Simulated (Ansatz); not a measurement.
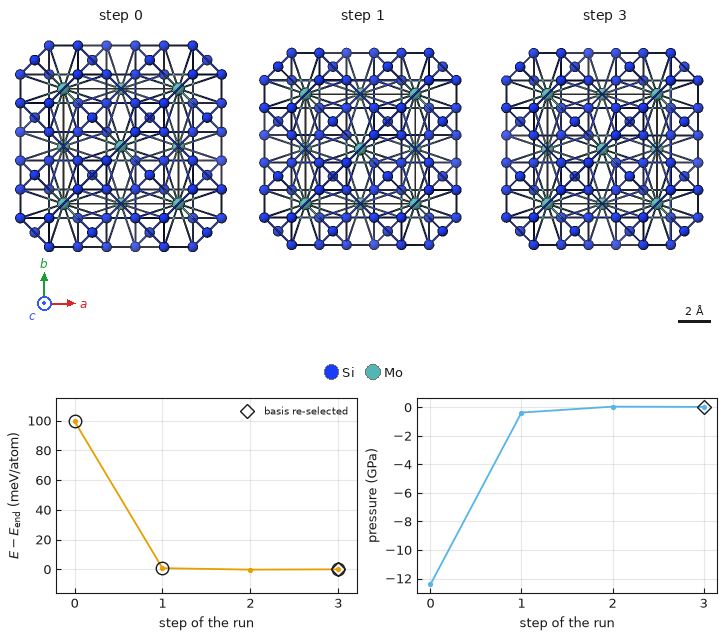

Frames of a relaxation of solid Si₅Mo (a generated structure, set up in F-43m) (coarse preliminary run), marked on the history of the run. A ball-and-stick model of the conventional cell (4 times the calculation's cell), seen along the c axis. Lengths and directions refer to the drawn axes.

Theory: Ansatz, DFT PBE, scalar-relativistic, plane waves, PAW. Settings: plane-wave cutoff 420 eV; k-point mesh 4 × 4 × 4; occupations gaussian; smearing width 0.1 eV; no spin polarisation; cell and atoms relaxed; force threshold 0.04 eV/Å; at most 70 steps.

> Describe the path.

Over 2 accepted moves (3 points after the start) the energy falls by 99.5 meV per atom. Largest force component: 0.22 eV/Å at the start, 0.0091 eV/Å at the end. Pressure: −12.41 GPa at the start and 0.03 GPa at the end. The SCF was repeated once at an unchanged geometry on a basis and grid sized afresh for the cell, which shifted the energy by 0.2 meV per atom at most. The largest moves relative to the cell, 0.005 Å, are those of Si atoms. Mo stays in place. The volume changes by −13.5 %, with a = b = c 7.323 → 6.976 Å (−4.7 %). Among the contacts that change: Mo–Si 3.171 → 3.021 Å, Mo–Si 3.037 → 2.892 Å, Si–Si 2.597 → 2.466 Å. The space group stays F-43m (No. 216). From step 0 to 1: volume −13.1 %, energy −98.7 meV per atom. From step 1 to 3: volume −0.5 %, energy −0.8 meV per atom.
